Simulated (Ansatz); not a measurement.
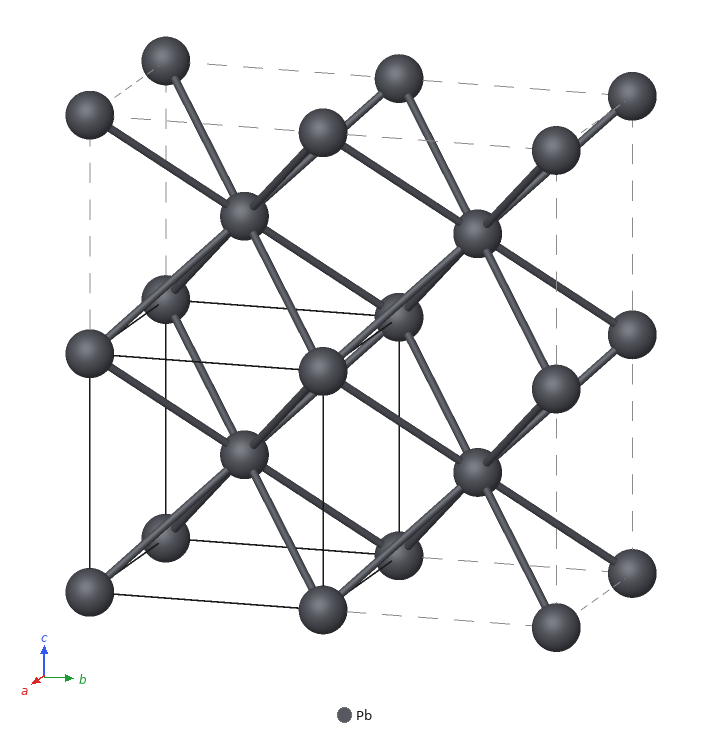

Crystal structure, ball-and-stick style, seen slightly off an axis. 1×2×2 cells are drawn; the solid outline is the conventional unit cell.

Summary of the structure:

The element is lead. Space group Im-3m (No. 229), lattice body-centred cubic. The prototype is body-centred cubic (W type). The cell holds two atoms. The neighbours of Pb are eight Pb in a cubic arrangement. The bonds build a three-dimensional framework.

It goes back to a structure listed in the Materials Project. Earlier steps of the study may have refined or changed the cell and positions. It was the input of a calculation with Ansatz.
